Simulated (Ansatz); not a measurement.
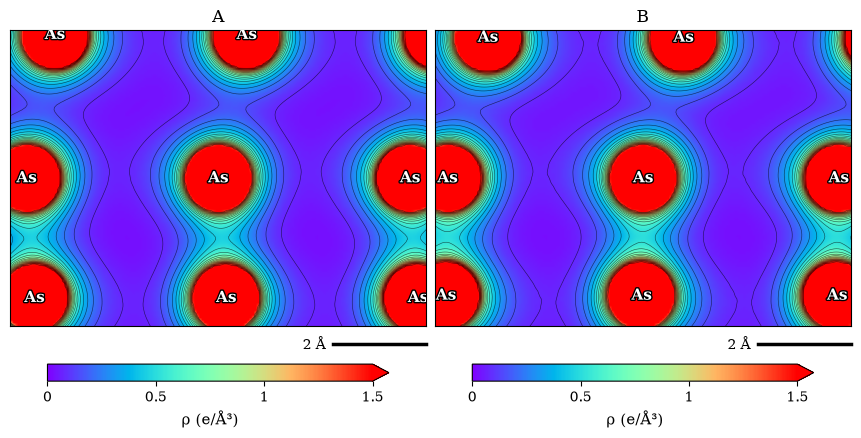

As. The valence electron density of two cells that differ in size and shape, on the (011̄) plane of each (indices in the axes of the calculation cell), at one length scale and on one colour scale; one has 21.3 and the other 22.3 Å³ an atom.

Space group R-3m.

Theory: DFT PBEsol, scalar-relativistic, plane waves, PAW (Ansatz).

In a PAW calculation such maps are meaningful between the atoms, not at the nuclei.

Which is the denser cell? Describe the effect of the change.

Panel B is the smaller cell, by 4 % in volume. From the larger cell to the smaller, As–As goes from 2.56 to 2.51 Å, and the density at its midpoint from 0.46 to 0.51 e/Å³; the pressure goes from −3.7 to 0.8 GPa.
